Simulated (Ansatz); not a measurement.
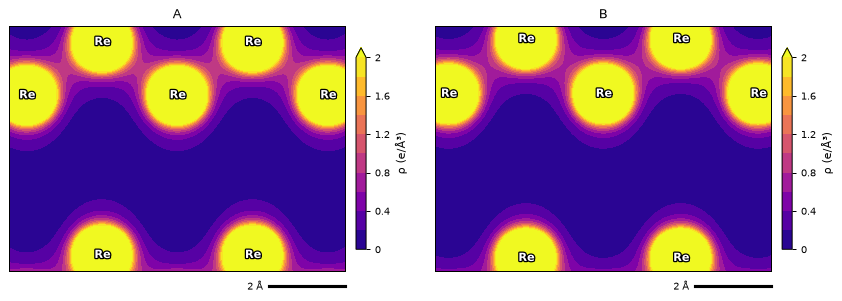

Re. The valence electron density of two cells that differ in size, on the (11̄0) plane of each (indices in the axes of the calculation cell), at one length scale and on one colour scale: B has 23.5 Å³ an atom and A 21.6.

Computed with DFT, BLYP, plane waves (420 eV) with PAW, scalar-relativistic (Ansatz 0.2.0).

The density is the valence pseudo-density of a PAW calculation; it isn't the true density close to the nuclei.

The larger cell:

```
CELL_PARAMETERS angstrom
0.00000 2.86233 2.86233
2.86233 0.00000 2.86233
2.86233 2.86233 0.00000
ATOMIC_POSITIONS crystal
Re 0.12500 0.12500 0.12500
Re 0.87500 0.87500 0.87500
```

The smaller cell: a = 3.937 Å, b = 3.937 Å, c = 3.937 Å, α = 60.00°, β = 60.00°, γ = 60.00°.

### What does the compression do to the bonding and the properties?

From the larger cell to the smaller, Re–Re goes from 2.48 to 2.41 Å, and the density at its midpoint from 0.77 to 0.85 e/Å³.
